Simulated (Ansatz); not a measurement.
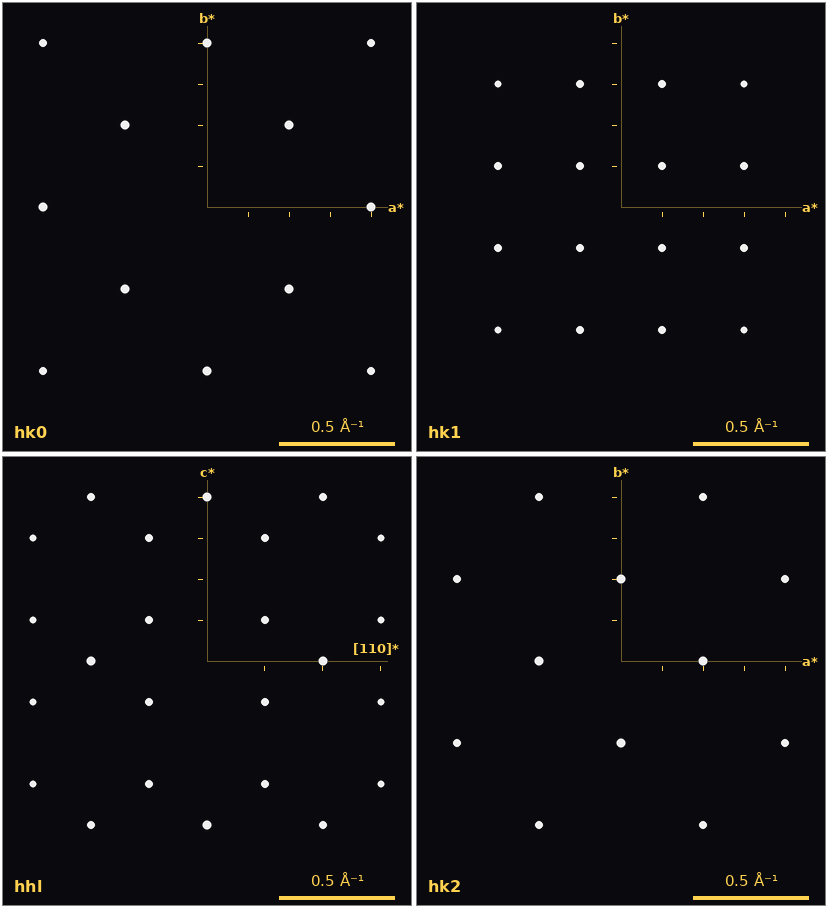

Four undistorted layers of reciprocal space, calculated for a single crystal (X-rays, kinematic |F|², B = 0.5 Å²). Tick marks count the reciprocal lattice steps of the conventional cell along each axis.

**Read the reciprocal cell and give the direct cell.**

a* = 0.180, b* = 0.180, c* = 0.180 Å⁻¹; the cell is cubic with a = 5.57 Å.

**List the systematic absences.**

Reflections are present only under these conditions. hkl: h + k = 2n, h + l = 2n; hk0: h = 2n, h + k = 4n; hhl: h + l = 2n; h00: h = 4n. The lattice is face-centred (F). Further gaps, such as 2 2 2, 4 4 2, come from atoms on special positions, not from the group's general conditions.

**Which space groups fit?**

The intensities have Laue symmetry m-3m (the hk0 layer shows 4mm, hk1 shows 4mm). With these conditions only Fd-3m (No. 227) fits. The compound is Ir. Structure: the end point of a relaxation with DFT, PBE, plane waves (420 eV) with PAW, scalar-relativistic (Ansatz); the starting structure was generated, so it need not be a known form of this composition.
